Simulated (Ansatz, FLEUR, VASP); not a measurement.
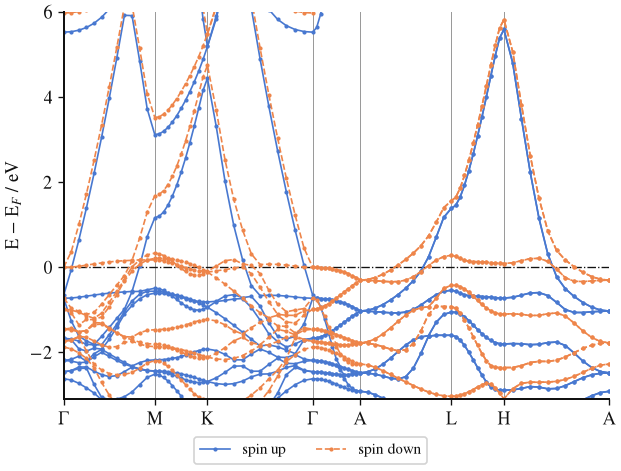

Band structure. Energies are counted from the Fermi level. The path runs straight from each named point to the next.

Question: Which system does the plot belong to?
A. bcc Sn, space group Im-3m (No. 229), 1 atom in the primitive cell (cubic a = 3.789 Å); r2SCAN
B. hcp Ni, space group P6_3/mmc, 2 atoms in the cell (a = 2.448 Å, c = 4.073 Å (hexagonal axes)); PBE
C. hexagonal-diamond (lonsdaleite-type) Si, space group P6_3/mmc, 4 atoms in the cell (a = 3.831 Å, c = 6.333 Å (hexagonal axes)); PBEsol

Answer: B. A metal: bands cross the Fermi level along this path. A hexagonal (primitive) lattice: the path Γ–M–K–Γ–A–L–H–A runs through the special points of its Brillouin zone.

Method: PBE, all-electron LAPW, collinear spin, ferromagnetic start, no spin-orbit coupling, 12×12×7 k mesh, Fermi-Dirac smearing of 0.05 eV (Ansatz 0.2.0).

The run ends ferromagnetic, with 1.30 μB a cell. The k mesh is thin for a metal, so its Fermi level is uncertain. The cell is at 7 GPa in this functional. This isn't the form of Ni at room conditions, which is fcc. Bands are joined in order of energy, so crossings between the computed points show as kinks or gaps.
